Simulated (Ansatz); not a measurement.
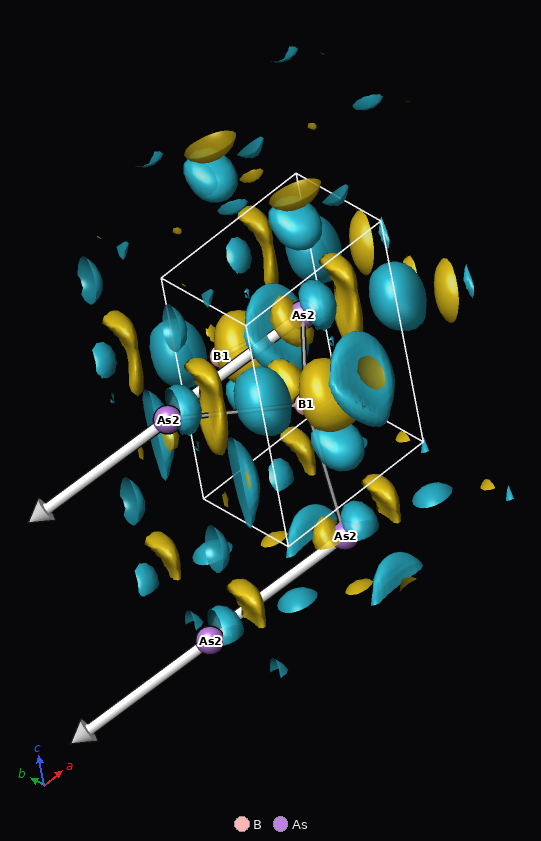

The picture shows: BAs. As2 was moved by 0.10 Å roughly along [−2 2 −1] in the axes of the cell drawn (arrow, not to scale). Change of the density less the rigid motion of the neutral atom's own density: yellow surfaces at +0.015 and cyan ones at −0.015 e/Å³, in the cell of the calculation (origin moved) seen slightly off an axis.

Space group F-43m; the calculation finds a residual pressure of about 3 GPa at this fixed cell.

All numbers below come from DFT PBE, scalar-relativistic, plane waves, PAW (Ansatz 0.2.0).

In a PAW calculation such maps are meaningful between the atoms, not at the nuclei.

```
B As
1.0
     0.00000    2.38850    2.38850
     2.38850    0.00000    2.38850
     2.38850    2.38850    0.00000
B As
1 1
Direct
  0.00000 0.00000 0.00000
  0.22471 0.27984 0.23741
```

Describe the electronic response.

About 0.08 e is rearranged in the cell. Outside the cores the largest gain, 0.05 e/Å³, lies 0.8 Å from a boron nucleus and 1.2 Å from an arsenic one, and the largest loss, 0.04 e/Å³, lies 0.8 Å from a boron nucleus and 1.4 Å from an arsenic one.

What restoring force does the calculation give for this move?

The force on it changes by 1.71 eV/Å along the move, against it: a stiffness of about 17 eV/Å² for this sublattice shift.
